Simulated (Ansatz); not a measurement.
**Molecular dynamics of Na (part 3 of 3)**

Continued. System: Na (P6₃/mmc, 18 atoms in the cell). Method: DFT PBEsol, scalar-relativistic, plane waves, PAW, no spin polarisation (Ansatz 0.2.0); cutoff 420 eV, 2×2×2 k-mesh, Fermi–Dirac smearing of 0.2241 eV. The structure derives from an entry of the Crystallography Open Database. It belongs to a series of runs on one base structure; here: dynamics (nve) at 2600 K, volume × 1.1.

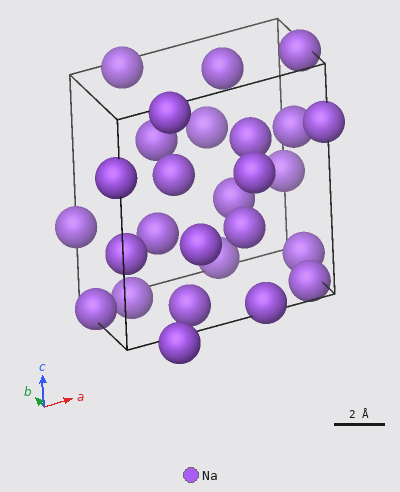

Fig. 1: The geometry at step 16 of the log (spheres-only view of the cell of the calculation, seen slightly off an axis).

**Trajectory as extended XYZ, continued**
```
18
Lattice="0.0000 6.7353 6.3527 -5.8329 -3.3676 6.3527 5.8329 -3.3676 6.3527" Properties=species:S:1:pos:R:3:forces:R:3 step=12 time_fs=18.0 energy=-26565.52226 temperature=2448.0 pressure_GPa=0.30
Na   -2.0075   -1.1204    8.0123   -0.0196   0.0597  -0.0390
Na    1.8899   -0.9701   14.1158   -0.0482  -0.1016   0.0263
Na    1.7081   -1.0095    8.0842    0.1017  -0.0829  -0.0418
Na   -0.0531   -4.8188   14.0859    0.0264   0.0720   0.1327
Na    0.1167    2.2870    7.9713   -0.1215   0.0361   0.0074
Na   -0.0315    2.3680   14.0674    0.0436  -0.0232   0.0426
Na    3.8204    2.0002   14.5579    0.0602   0.1355  -0.2075
Na   -2.1561   -1.1114   14.3083    0.1567  -0.0192  -0.0189
Na   -3.6479    2.2610   14.5289   -0.0511   0.0049  -0.1063
Na   -0.2425   -2.4243   11.1961    0.0798   0.0295  -0.0439
Na   -2.1676    1.0915   11.2275    0.1564   0.0149  -0.0691
Na   -1.8661    1.2534    4.8338   -0.0702  -0.0211  -0.0298
Na    1.9198    1.2064    4.8649    0.0360   0.0003  -0.0301
Na    2.0230    1.2654   10.9632   -0.0815  -0.0646   0.1107
Na   -3.6817   -2.3383    4.6097   -0.0959   0.0290   0.1430
Na    0.2133   -1.7565    4.5844   -0.0734  -0.2106   0.1440
Na    0.1223    4.3973    4.6353   -0.0594   0.0301   0.0253
Na    4.0405   -2.5808    4.8744   -0.0398   0.1112  -0.0456
18
Lattice="0.0000 6.7353 6.3527 -5.8329 -3.3676 6.3527 5.8329 -3.3676 6.3527" Properties=species:S:1:pos:R:3:forces:R:3 step=13 time_fs=19.5 energy=-26565.46582 temperature=2422.4 pressure_GPa=0.31
Na   -2.0129   -1.1200    8.0181   -0.0224   0.0644  -0.0415
Na    1.8851   -0.9578   14.1011   -0.0533  -0.1093   0.0274
Na    1.6889   -1.0004    8.0960    0.1081  -0.0894  -0.0446
Na   -0.0574   -4.8458   14.0692    0.0308   0.0755   0.1459
Na    0.1260    2.2906    7.9739   -0.1336   0.0409   0.0067
Na   -0.0340    2.3782   14.0488    0.0488  -0.0239   0.0440
Na    3.8150    1.9804   14.5792    0.0683   0.1488  -0.2293
Na   -2.1731   -1.1106   14.3095    0.1719  -0.0197  -0.0221
Na   -3.6281    2.2623   14.5481   -0.0500   0.0054  -0.1153
Na   -0.2623   -2.4391   11.2025    0.0848   0.0300  -0.0477
Na   -2.1855    1.0890   11.2364    0.1691   0.0137  -0.0724
Na   -1.8599    1.2642    4.8395   -0.0756  -0.0229  -0.0322
Na    1.9179    1.2133    4.8732    0.0402   0.0052  -0.0316
Na    2.0292    1.2770   10.9508   -0.0885  -0.0709   0.1215
Na   -3.6649   -2.3460    4.5974   -0.1076   0.0294   0.1620
Na    0.2307   -1.7167    4.5699   -0.0817  -0.2289   0.1569
Na    0.1323    4.3897    4.6246   -0.0664   0.0322   0.0239
Na    4.0530   -2.6083    4.8834   -0.0429   0.1194  -0.0517
18
Lattice="0.0000 6.7353 6.3527 -5.8329 -3.3676 6.3527 5.8329 -3.3676 6.3527" Properties=species:S:1:pos:R:3:forces:R:3 step=14 time_fs=21.0 energy=-26565.40527 temperature=2394.8 pressure_GPa=0.33
Na   -2.0182   -1.1195    8.0238   -0.0255   0.0690  -0.0438
Na    1.8804   -0.9457   14.0865   -0.0585  -0.1168   0.0283
Na    1.6698   -0.9915    8.1077    0.1143  -0.0959  -0.0472
Na   -0.0617   -4.8728   14.0526    0.0356   0.0789   0.1594
Na    0.1351    2.2943    7.9765   -0.1460   0.0460   0.0059
Na   -0.0364    2.3883   14.0302    0.0541  -0.0244   0.0451
Na    3.8096    1.9607   14.6001    0.0773   0.1624  -0.2518
Na   -2.1899   -1.1097   14.3106    0.1876  -0.0200  -0.0256
Na   -3.6083    2.2636   14.5671   -0.0481   0.0058  -0.1243
Na   -0.2821   -2.4538   11.2089    0.0895   0.0302  -0.0515
Na   -2.2033    1.0866   11.2452    0.1818   0.0124  -0.0754
Na   -1.8538    1.2750    4.8451   -0.0808  -0.0247  -0.0346
Na    1.9160    1.2202    4.8814    0.0446   0.0109  -0.0328
Na    2.0353    1.2886   10.9385   -0.0956  -0.0774   0.1326
Na   -3.6481   -2.3536    4.5852   -0.1200   0.0294   0.1821
Na    0.2481   -1.6771    4.5557   -0.0908  -0.2475   0.1696
Na    0.1422    4.3822    4.6140   -0.0736   0.0341   0.0220
Na    4.0654   -2.6357    4.8923   -0.0459   0.1274  -0.0581
18
Lattice="0.0000 6.7353 6.3527 -5.8329 -3.3676 6.3527 5.8329 -3.3676 6.3527" Properties=species:S:1:pos:R:3:forces:R:3 step=15 time_fs=22.5 energy=-26565.34072 temperature=2365.4 pressure_GPa=0.34
Na   -2.0236   -1.1189    8.0295   -0.0287   0.0735  -0.0461
Na    1.8755   -0.9336   14.0718   -0.0638  -0.1241   0.0290
Na    1.6508   -0.9826    8.1194    0.1202  -0.1023  -0.0498
Na   -0.0660   -4.8997   14.0361    0.0408   0.0822   0.1732
Na    0.1440    2.2980    7.9791   -0.1587   0.0513   0.0050
Na   -0.0387    2.3984   14.0117    0.0594  -0.0247   0.0459
Na    3.8043    1.9411   14.6209    0.0871   0.1762  -0.2750
Na   -2.2066   -1.1090   14.3118    0.2036  -0.0201  -0.0293
Na   -3.5886    2.2650   14.5861   -0.0454   0.0062  -0.1334
Na   -0.3017   -2.4686   11.2152    0.0940   0.0303  -0.0553
Na   -2.2209    1.0841   11.2540    0.1946   0.0110  -0.0778
Na   -1.8477    1.2858    4.8507   -0.0860  -0.0265  -0.0369
Na    1.9142    1.2272    4.8896    0.0494   0.0174  -0.0337
Na    2.0413    1.3001   10.9264   -0.1028  -0.0840   0.1438
Na   -3.6314   -2.3611    4.5731   -0.1332   0.0289   0.2036
Na    0.2654   -1.6377    4.5416   -0.1006  -0.2663   0.1820
Na    0.1520    4.3746    4.6034   -0.0811   0.0361   0.0196
Na    4.0778   -2.6630    4.9012   -0.0489   0.1351  -0.0649
18
Lattice="0.0000 6.7353 6.3527 -5.8329 -3.3676 6.3527 5.8329 -3.3676 6.3527" Properties=species:S:1:pos:R:3:forces:R:3 step=16 time_fs=24.0 energy=-26565.27227 temperature=2334.3 pressure_GPa=0.36
Na   -2.0290   -1.1183    8.0352   -0.0320   0.0778  -0.0481
Na    1.8706   -0.9217   14.0572   -0.0692  -0.1313   0.0294
Na    1.6319   -0.9738    8.1310    0.1258  -0.1086  -0.0522
Na   -0.0702   -4.9265   14.0198    0.0464   0.0854   0.1873
Na    0.1528    2.3017    7.9817   -0.1716   0.0569   0.0038
Na   -0.0410    2.4084   13.9931    0.0648  -0.0248   0.0464
Na    3.7990    1.9217   14.6414    0.0979   0.1902  -0.2988
Na   -2.2231   -1.1082   14.3129    0.2199  -0.0202  -0.0333
Na   -3.5690    2.2663   14.6049   -0.0418   0.0063  -0.1424
Na   -0.3213   -2.4833   11.2215    0.0984   0.0301  -0.0590
Na   -2.2383    1.0816   11.2626    0.2075   0.0097  -0.0798
Na   -1.8417    1.2965    4.8562   -0.0912  -0.0283  -0.0391
Na    1.9124    1.2342    4.8977    0.0544   0.0246  -0.0343
Na    2.0473    1.3115   10.9144   -0.1102  -0.0909   0.1552
Na   -3.6149   -2.3687    4.5613   -0.1470   0.0278   0.2263
Na    0.2827   -1.5986    4.5276   -0.1114  -0.2854   0.1939
Na    0.1617    4.3671    4.5929   -0.0889   0.0379   0.0167
Na    4.0902   -2.6901    4.9100   -0.0518   0.1427  -0.0720
18
Lattice="0.0000 6.7353 6.3527 -5.8329 -3.3676 6.3527 5.8329 -3.3676 6.3527" Properties=species:S:1:pos:R:3:forces:R:3 step=17 time_fs=25.5 energy=-26565.20003 temperature=2301.4 pressure_GPa=0.38
Na   -2.0345   -1.1176    8.0408   -0.0356   0.0821  -0.0501
Na    1.8657   -0.9099   14.0427   -0.0748  -0.1382   0.0297
Na    1.6131   -0.9651    8.1426    0.1312  -0.1149  -0.0546
Na   -0.0744   -4.9533   14.0037    0.0525   0.0886   0.2017
Na    0.1615    2.3055    7.9843   -0.1849   0.0626   0.0025
Na   -0.0433    2.4185   13.9747    0.0702  -0.0248   0.0466
Na    3.7939    1.9025   14.6616    0.1096   0.2045  -0.3233
Na   -2.2393   -1.1074   14.3139    0.2366  -0.0201  -0.0375
Na   -3.5494    2.2677   14.6236   -0.0374   0.0062  -0.1515
Na   -0.3408   -2.4979   11.2277    0.1027   0.0298  -0.0626
Na   -2.2555    1.0792   11.2712    0.2204   0.0084  -0.0814
Na   -1.8358    1.3073    4.8618   -0.0963  -0.0300  -0.0412
Na    1.9107    1.2412    4.9058    0.0598   0.0326  -0.0344
Na    2.0531    1.3228   10.9025   -0.1177  -0.0978   0.1666
Na   -3.5985   -2.3762    4.5497   -0.1614   0.0263   0.2503
Na    0.2998   -1.5598    4.5139   -0.1231  -0.3048   0.2053
Na    0.1714    4.3596    4.5823   -0.0970   0.0397   0.0133
Na    4.1025   -2.7171    4.9188   -0.0547   0.1500  -0.0794
18
Lattice="0.0000 6.7353 6.3527 -5.8329 -3.3676 6.3527 5.8329 -3.3676 6.3527" Properties=species:S:1:pos:R:3:forces:R:3 step=18 time_fs=27.0 energy=-26565.12415 temperature=2266.9 pressure_GPa=0.40
Na   -2.0399   -1.1168    8.0464   -0.0393   0.0861  -0.0519
Na    1.8606   -0.8982   14.0281   -0.0804  -0.1448   0.0299
Na    1.5944   -0.9565    8.1542    0.1363  -0.1211  -0.0568
Na   -0.0785   -4.9799   13.9878    0.0589   0.0919   0.2164
Na    0.1700    2.3094    7.9869   -0.1985   0.0685   0.0010
Na   -0.0455    2.4285   13.9563    0.0756  -0.0245   0.0464
Na    3.7889    1.8835   14.6815    0.1222   0.2190  -0.3485
Na   -2.2554   -1.1067   14.3150    0.2536  -0.0199  -0.0419
Na   -3.5298    2.2691   14.6421   -0.0323   0.0058  -0.1606
Na   -0.3602   -2.5126   11.2338    0.1068   0.0293  -0.0662
Na   -2.2725    1.0768   11.2798    0.2335   0.0073  -0.0824
Na   -1.8300    1.3179    4.8672   -0.1013  -0.0318  -0.0432
Na    1.9090    1.2482    4.9139    0.0655   0.0412  -0.0342
Na    2.0588    1.3341   10.8908   -0.1254  -0.1049   0.1782
Na   -3.5823   -2.3837    4.5383   -0.1766   0.0242   0.2756
Na    0.3168   -1.5212    4.5003   -0.1358  -0.3245   0.2161
Na    0.1810    4.3522    4.5718   -0.1053   0.0414   0.0093
Na    4.1148   -2.7440    4.9275   -0.0576   0.1570  -0.0871
18
Lattice="0.0000 6.7353 6.3527 -5.8329 -3.3676 6.3527 5.8329 -3.3676 6.3527" Properties=species:S:1:pos:R:3:forces:R:3 step=19 time_fs=28.5 energy=-26565.04477 temperature=2230.8 pressure_GPa=0.42
Na   -2.0454   -1.1159    8.0519   -0.0431   0.0900  -0.0535
Na    1.8555   -0.8867   14.0136   -0.0861  -0.1512   0.0298
Na    1.5759   -0.9481    8.1656    0.1411  -0.1272  -0.0589
Na   -0.0826   -5.0065   13.9720    0.0658   0.0952   0.2312
Na    0.1783    2.3133    7.9895   -0.2123   0.0745  -0.0007
Na   -0.0476    2.4385   13.9379    0.0810  -0.0241   0.0461
Na    3.7839    1.8647   14.7011    0.1359   0.2336  -0.3742
Na   -2.2712   -1.1060   14.3160    0.2710  -0.0196  -0.0465
Na   -3.5103    2.2704   14.6605   -0.0264   0.0053  -0.1696
Na   -0.3795   -2.5272   11.2399    0.1109   0.0286  -0.0697
Na   -2.2893    1.0743   11.2882    0.2466   0.0062  -0.0830
Na   -1.8243    1.3286    4.8727   -0.1063  -0.0336  -0.0451
Na    1.9074    1.2552    4.9219    0.0715   0.0505  -0.0336
Na    2.0644    1.3452   10.8793   -0.1332  -0.1121   0.1898
Na   -3.5662   -2.3912    4.5272   -0.1925   0.0215   0.3021
Na    0.3336   -1.4830    4.4870   -0.1496  -0.3444   0.2261
Na    0.1904    4.3448    4.5613   -0.1138   0.0430   0.0049
Na    4.1270   -2.7707    4.9361   -0.0604   0.1637  -0.0951
```

The run was set up as follows.

**The input**
```yaml
crystal:
  lattice:
    - [0.0, 6.7352531595, 6.3526518305]
    - [-5.8329003371, -3.3676265798, 6.3526518305]
    - [5.8329003371, -3.3676265798, 6.3526518305]
  atoms:
    - { symbol: Na, position: [0.3055555556, 0.6388888889, 0.3055555556] }
    - { symbol: Na, position: [0.6388888889, 0.6388888889, 0.9722222222] }
    - { symbol: Na, position: [0.3055555556, 0.3055555556, 0.6388888889] }
    - { symbol: Na, position: [0.3055555556, 0.9722222222, 0.9722222222] }
    - { symbol: Na, position: [0.6388888889, 0.3055555556, 0.3055555556] }
    - { symbol: Na, position: [0.9722222222, 0.6388888889, 0.6388888889] }
    - { symbol: Na, position: [0.9722222222, 0.3055555556, 0.9722222222] }
    - { symbol: Na, position: [0.6388888889, 0.9722222222, 0.6388888889] }
    - { symbol: Na, position: [0.9722222222, 0.9722222222, 0.3055555556] }
    - { symbol: Na, position: [0.3611111111, 0.6944444444, 0.6944444444] }
    - { symbol: Na, position: [0.6944444444, 0.6944444444, 0.3611111111] }
    - { symbol: Na, position: [0.3611111111, 0.3611111111, 0.0277777778] }
    - { symbol: Na, position: [0.3611111111, 0.0277777778, 0.3611111111] }
    - { symbol: Na, position: [0.6944444444, 0.3611111111, 0.6944444444] }
    - { symbol: Na, position: [0.0277777778, 0.6944444444, 0.0277777778] }
    - { symbol: Na, position: [0.0277777778, 0.3611111111, 0.3611111111] }
    - { symbol: Na, position: [0.6944444444, 0.0277777778, 0.0277777778] }
    - { symbol: Na, position: [0.0277777778, 0.0277777778, 0.6944444444] }
basis:
  ecutwfc: 420
kpoints:
  mp_grid: { grid: [2, 2, 2], shift: [0.5, 0.5, 0.5] }
hamiltonian:
  xc: pbesol
scf:
  occupations: { method: fermi_dirac, width: 0.2241 }
  lower_state_search: "off"
  convergence: { dr2_threshold: 1.0e-07 }
output:
  forces: true
  stress: true
md:
  timestep: 1.5
  n_steps: 19
  ensemble: nve
  temperature: 2600.0
  initial_velocities: maxwell_boltzmann
  seed: 33104
```

Launched with:
```bash
ansatz run input.yaml --threads 4 --pin off --max-ram 5120MiB --backend cpu --events-out ev --progress --plain --runs-dir out
```

**Results in brief**

| quantity | value |
| --- | --- |
| outcome | finished |
| mean temperature over the second half | 2373 K |
| trajectory | 19 steps, 28.5 fs |
| ensemble | nve |
| temperature in the input | 2600.0 K |
| time step | 1.5 fs |
| space group of the start (tolerance 0.01 Å) | P6₃/mmc (194) |
| electrons treated | 162 |
| potential energy (free energy of the electrons) (last step) | −26565.0448 eV |
| Fermi energy (last step) | 1.280 eV |
| pressure (without the kinetic term) (last step) | −0.33 GPa |
| largest force (length of the vector) (last step) | 0.462 eV/Å |
| hardware | 4 threads of Arm Neoverse V1, 112 GiB of memory available, shared host |
| wall time | 2.4 min (CPU time 9.4 min) |
| peak memory | 1.7 GiB |

**Notes**

Warnings of the run: the SCF threshold is looser than advised for the printed stress. So short a trajectory is not equilibrated.
